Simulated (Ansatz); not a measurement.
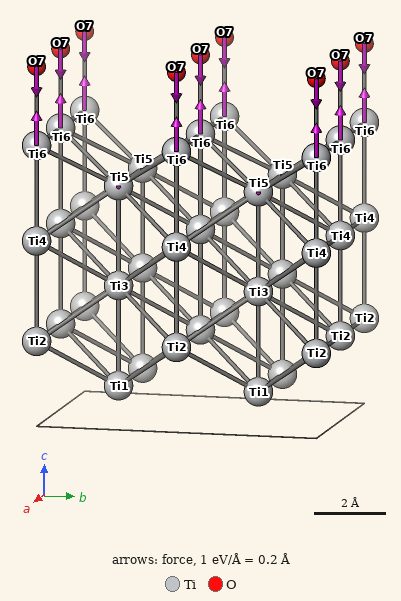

Starting geometry of a slab of composition Ti$_{6}$O (cut from the Fm-3m phase) with the computed forces as purple arrows. Style: ball-and-stick. Shown: the 2 × 2 repeat of the cell, outlined in the plane, without the vacuum, slightly off an axis.

Case: O put at a top Ti site. The slab is the (1 1 0) face of Ti with O on it. 3 atoms are held fixed.

The calculation used DFT PBEsol, scalar-relativistic, plane waves, PAW (Ansatz 0.2.0). (plane-wave cutoff 420 eV; k-point mesh 10 × 7 × 1; occupations gaussian; smearing width 0.1 eV; no spin polarisation; dipole correction; atoms relaxed in a fixed cell; force threshold 0.03 eV/Å; at most 70 steps)

What follows when this structure is relaxed?

It isn't relaxed: the largest force vector, on Ti6, is 5.05 eV/Å. The atoms end up moving mostly along the starting forces (cosine between the two patterns 0.97). The energy falls by 3.216 eV per cell of the calculation in 5 accepted moves (6 points after the start). The largest force component goes from 5.1 to 0.023 eV/Å. 1 step only repeated the SCF at the same geometry. The largest move is that of O7, 0.37 Å along the normal (−c). By element the largest moves are O 0.37 Å, Ti 0.30 Å. The cell stays as it was. Near-neighbour distances that change, for instance: Ti6–O7 2.260 → 1.596 Å, Ti4–Ti6 2.734 → 2.977 Å, Ti5–Ti6 2.812 → 3.021 Å, Ti3–Ti5 2.856 → 2.752 Å. The run took 120 s on 2 threads of Intel(R) Xeon(R) Platinum 8488C (Sapphire Rapids), with other jobs on the host, peak memory 0.71 GiB.

Limits of the set-up: the periodic images lie only 2.9 Å apart, so the values are limited by the cell's size.
